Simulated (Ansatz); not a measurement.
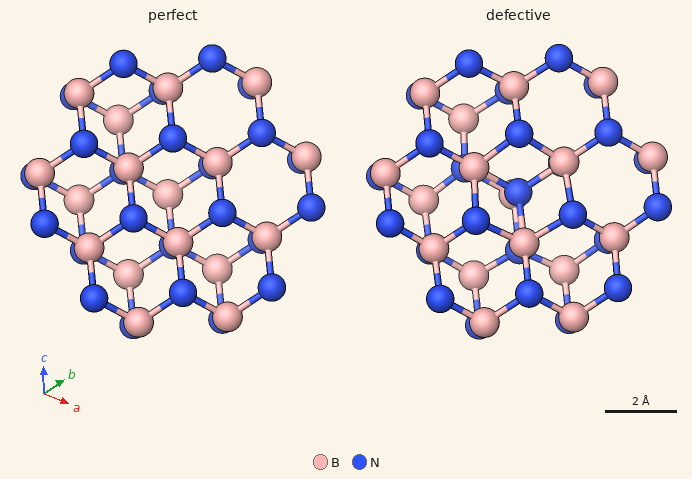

Left: perfect BN. Right: the same region with one point defect, after relaxing the atoms in a supercell of 64 sites. Style: ball-and-stick. Shown: the atoms within 4.6 Å of one point, in a slice 3.4 Å thick across the line of sight, from a free direction.

Level of theory: DFT, PBEsol, PAW, plane waves in Ansatz 0.2.0. Settings: plane-wave cutoff 420 eV; k-point mesh 1 × 1 × 1; mesh shifted by (0.25, 0.25, 0.25); collinear spin. Fermi-Dirac smearing of 0.01 eV. The axes drawn are those of the host's conventional cell.

Question: What kind of defect was made?

Answer: An extra nitrogen atom is put between the host's atoms (an interstitial).

The charge state of the cell is 0.

Question: How does the lattice respond?

Answer: The N atom starts with 4 B at 1.56 Å, 6 N at 1.80 to 1.81 Å around its place and ends with 4 B at 1.57 to 1.61 Å. Of the host's atoms, a nitrogen atom moves furthest from its site, by 0.17 Å. The cell's net moment is 3.00 μB.

Limits of the set-up: the periodic images lie only 7.2 Å apart, so the values are limited by the cell's size.
